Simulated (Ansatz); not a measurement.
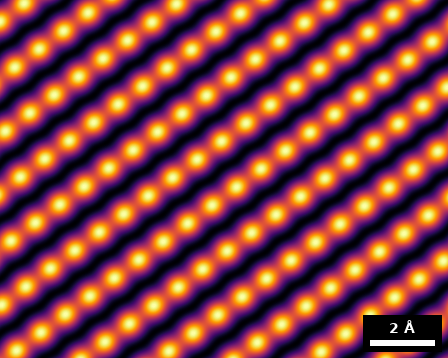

Integrated-DPC-like image of Al (Fm-3m, No. 225). Simulated as the projected potential of neutral atoms (B = 0.8 Å²) blurred by a 0.50 Å probe, the thin-sample limit of integrated differential phase contrast. The display is stretched by a gamma of 0.8; percentages refer to the linear signal. Atomic positions: the end point of a relaxation with Ansatz 0.2.0, DFT PBE, scalar-relativistic, plane waves, PAW; the starting structure was generated, so it need not be a known form of this composition.

```cif
data_structure
_symmetry_space_group_name_H-M 'P 1'
_symmetry_Int_Tables_number 1
_cell_length_a 4.0393
_cell_length_b 4.0393
_cell_length_c 4.0393
_cell_angle_alpha 90.000
_cell_angle_beta 90.000
_cell_angle_gamma 90.000
_cell_volume 65.91
loop_
_atom_site_label
_atom_site_type_symbol
_atom_site_fract_x
_atom_site_fract_y
_atom_site_fract_z
_atom_site_occupancy
Al1 Al 0.50000 0.00000 0.00000 1
Al2 Al 0.50000 0.50000 0.50000 1
Al3 Al 0.00000 0.00000 0.50000 1
Al4 Al 0.00000 0.50000 0.00000 1
```

**Which beam direction gives this image, [111], [001], [221] or [211]? (Directions equivalent by symmetry count as one.)**

[221]. The projected cells are 1.65 × 1.65 Å, 120° for [111]; 2.02 × 2.02 Å, 90° for [001]; 0.95 × 1.51 Å, 108° for [221]; 1.43 × 2.33 Å, 90° for [211], and the image repeats as the [221] one does.
